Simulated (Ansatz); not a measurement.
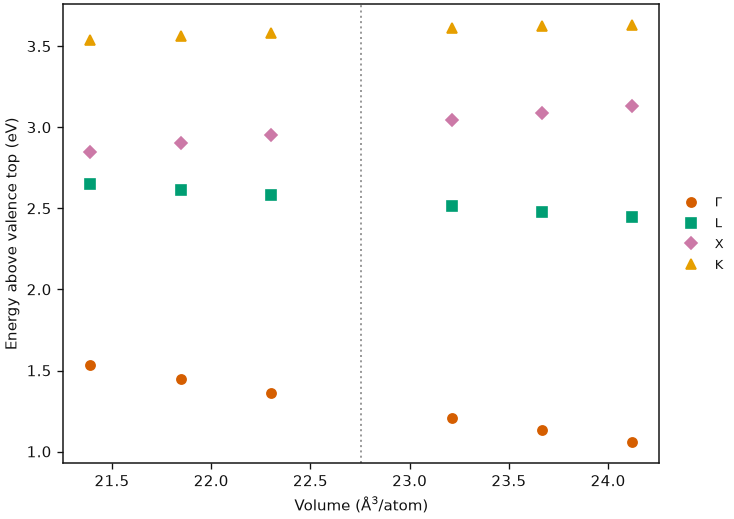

Lowest conduction level at each named k point, counted from the valence-band top at Γ. One run is left out (dotted line).

System: zincblende ZnSe, space group F-43m (No. 216), 2 atoms in the primitive cell. The cell is scaled uniformly. Level of theory: BPBE, Ansatz PAW, no spin polarisation, no spin-orbit coupling, 8×8×8 k mesh, 420 eV cutoff, Fermi-Dirac smearing of 0.05 eV; code Ansatz 0.2.0.

| volume | Γ (eV) | L (eV) | X (eV) | K (eV) | pressure (GPa) |
| --- | --- | --- | --- | --- | --- |
| 21.39 Å³/atom | 1.53 | 2.65 | 2.85 | 3.54 | 6.6 |
| 21.85 Å³/atom | 1.45 | 2.62 | 2.90 | 3.56 | 4.9 |
| 22.30 Å³/atom | 1.36 | 2.58 | 2.95 | 3.58 | 3.4 |
| 23.21 Å³/atom | 1.20 | 2.51 | 3.05 | 3.61 | 0.7 |
| 23.67 Å³/atom | 1.13 | 2.48 | 3.09 | 3.62 | −0.4 |
| 24.12 Å³/atom | 1.06 | 2.45 | 3.13 | 3.63 | −1.4 |

Question: What does the missing run, at 22.76 Å³/atom, give?

Answer: Fits through the other points against the logarithm of the volume give 1.29 eV at Γ, 2.55 eV at L, 3.00 eV at X and 3.59 eV at K (straight lines). The run itself gives 1.28, 2.55, 3.00 and 3.60 eV, within 0.01 eV of the estimates.

Question: Which of these conduction levels is lowest, and does that change?

Answer: The lowest is the one at Γ, over the whole range, so among these points the gap stays direct.

Spin-orbit coupling is left out, which matters for Se. The PAW data sets were made with another functional. LDA, GGA and most meta-GGA functionals understate gaps.
